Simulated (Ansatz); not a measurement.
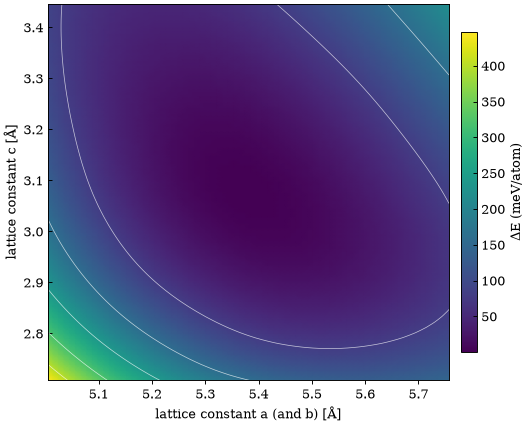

GaSb (I-4m2, No. 119; 2 atoms in the cell). 
- The energy is mapped over the lattice constants a and c of the conventional cell.
- First axis: lattice constant a (and b). Second axis: lattice constant c.
- Nothing is relaxed (symmetry fixes all fractional coordinates).
- Grid: 7 × 7 points.
- Points are written as (first, second).
- All energies are given in meV/atom relative to the lowest grid point.
- Method: DFT LDA, scalar-relativistic, plane waves, PAW in Ansatz 0.2.0. Settings: cutoff 420 eV, k-mesh 16×16×16, gaussian smearing 0.15 eV, no spin polarisation.

The picture shows a smooth colour map with a few white contour lines. Between grid points the surface is interpolated.

The lowest grid point is at (5.381 Å, 3.077 Å). No other kind of well shows on this grid. The highest grid point, (5.004 Å, 2.708 Å), lies 447 meV/atom above the lowest. Round the minimum the valley is somewhat tilted: raising lattice constant a (and b) shifts the best value of lattice constant c downwards (coupling k₁₂/√(k₁₁k₂₂) about 0.5).

The level of theory is changed to Ansatz, DFT PBE, scalar-relativistic, plane waves, PAW; with it change the cell, relaxed at the new level (first cell vector 4.219 Å, before 4.104 Å); the new grid has 7 × 7 points, laid about the new relaxed structure.

Q: What does this change do to the map?

A: The minimum (interpolated where it lies between grid points) moves from (5.381 Å, 3.077 Å) to (5.532 Å, 3.162 Å). The curvature at the minimum changes from about 3.1 to 2.5 eV/Å² along lattice constant a (and b) and from about 3 to 2.4 eV/Å² along lattice constant c (per cell).

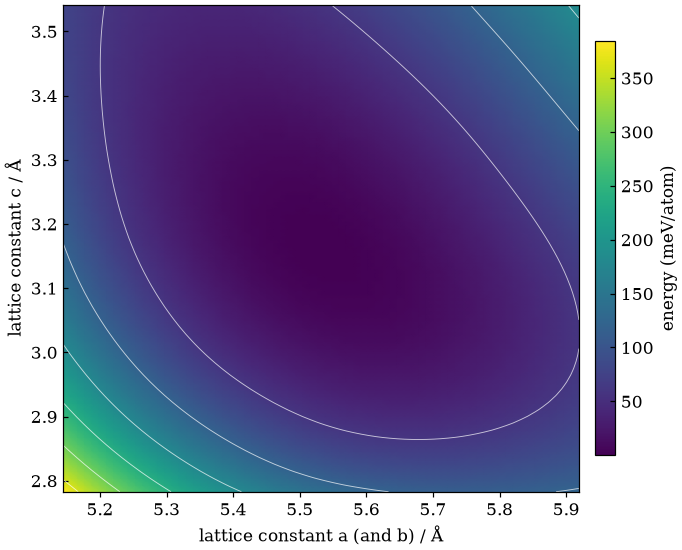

The map after the change, on a colour scale of its own. In the figure: a smooth colour map with a few white contour lines. Between grid points the surface is interpolated.

PAW datasets: the set soft_1.
